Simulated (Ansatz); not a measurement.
**Al3Cu: density, localisation and related maps**

Input file:

```
crystal:
  lattice:
    - [2.8074798404, 0.0, 0.0]
    - [0.0, 2.8074798404, 0.0]
    - [0.0, 0.0, 7.5573393685]
  atoms:
    - { symbol: Al, position: [0.0, 0.0, 0.5] }
    - { symbol: Al, position: [0.5, 0.5, 0.2206884218] }
    - { symbol: Al, position: [0.5, 0.5, 0.7793115782] }
    - { symbol: Cu, position: [0.0, 0.0, 0.0] }
basis:
  ecutwfc: 420
kpoints:
  mp_grid: { grid: [18, 18, 8] }
hamiltonian:
  xc: pbesol
scf:
  occupations: { method: gaussian, width: 0.1 }
output:
  forces: true
  stress: true
  eigenvalues: true
  write_density: true
  write_potential: true
  elf: true
  volumetric_format: npy
relax:
  adjacent_minimum: "off"
  f_tol: 0.008
  max_steps: 40
  cell: { stress_tol: 0.015, fix: [a, b, gamma] }
```

Run with:

```sh
ansatz run input.yaml --threads 1 --pin off --max-ram 2560MiB --backend cpu --events-out ev --progress --plain --runs-dir out
```

Below, planes, directions and counts refer to the conventional cell (a = 2.81 Å, b = 2.81 Å, c = 7.55 Å, α = 90.00°, β = 90.00°, γ = 90.00°).

The fields are those of the run's last geometry, not of the input's.

Space group P4/mmm; a structure from a database of computed crystals, not necessarily the ambient phase; changed on purpose from its base cell (biaxial strain in the a-b plane, c and atoms relaxed: +1.0 %); computed without spin polarisation.

The calculation used DFT PBEsol, scalar-relativistic, plane waves, PAW (Ansatz 0.2.0).

In a PAW calculation such maps are meaningful between the atoms, not at the nuclei.

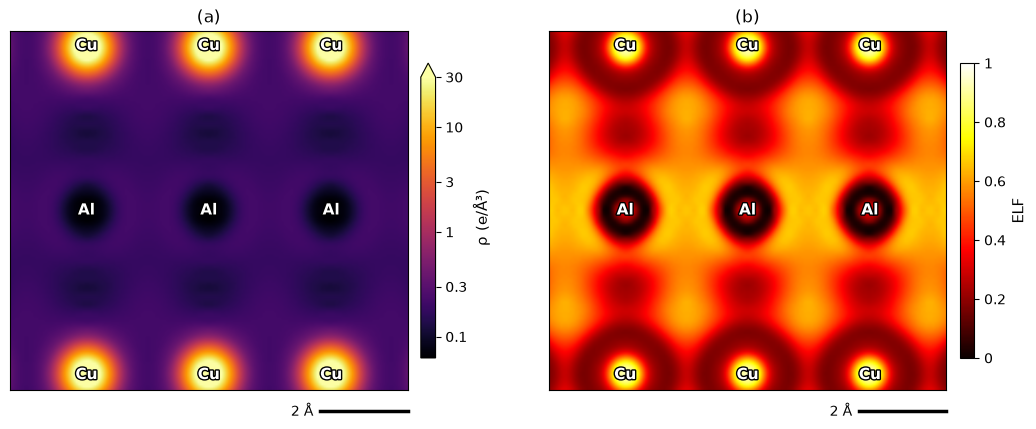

Figure 1. (a) valence electron density; (b) electron localisation function on the (100) plane of the conventional cell.

Read the bonding off the picture.

Answer.
- The section cuts through Al and Cu sites.
- Al–Al (2.81 Å): ρ is about 0.21 e/Å³ halfway; the ELF peaks at about 0.65 between the atoms.
- Cu–Cu (2.81 Å): ρ at the midpoint is about 0.22 e/Å³; the ELF is about 0.30 at the midpoint; no localised pair shows between them.
- Between the atoms the lowest density in this plane is 0.12 e/Å³.
- The features right at Cu lie inside the PAW spheres, where the map follows smoothed inner orbitals and isn't to be read closely.

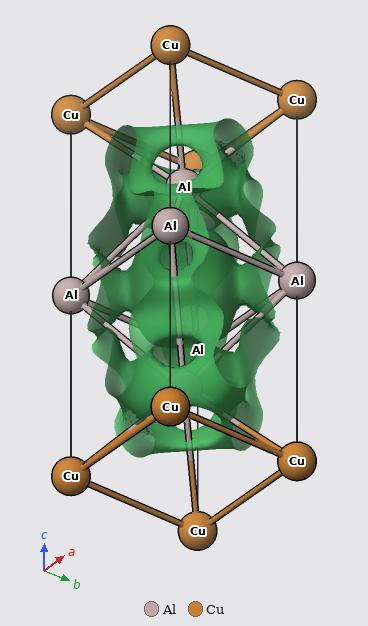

Figure 2. Isosurface of the electron localisation function at 0.55 (green), seen at an oblique angle. Only the valence region is drawn (cores and ρ < 0.01 e/Å³ removed). Sticks mark near contacts.

What do the ELF domains correspond to?

Answer. At this value the surface marks out sheets that run through the cell in two directions, counted in one cell of 4 atoms. Any copies at cell faces, edges or corners count once.


Al–Cu (2.59 Å): the ELF is about 0.45 at the midpoint.

Metal or insulator at this level of theory?

Answer. It is gapless in this calculation (a metal or semimetal).
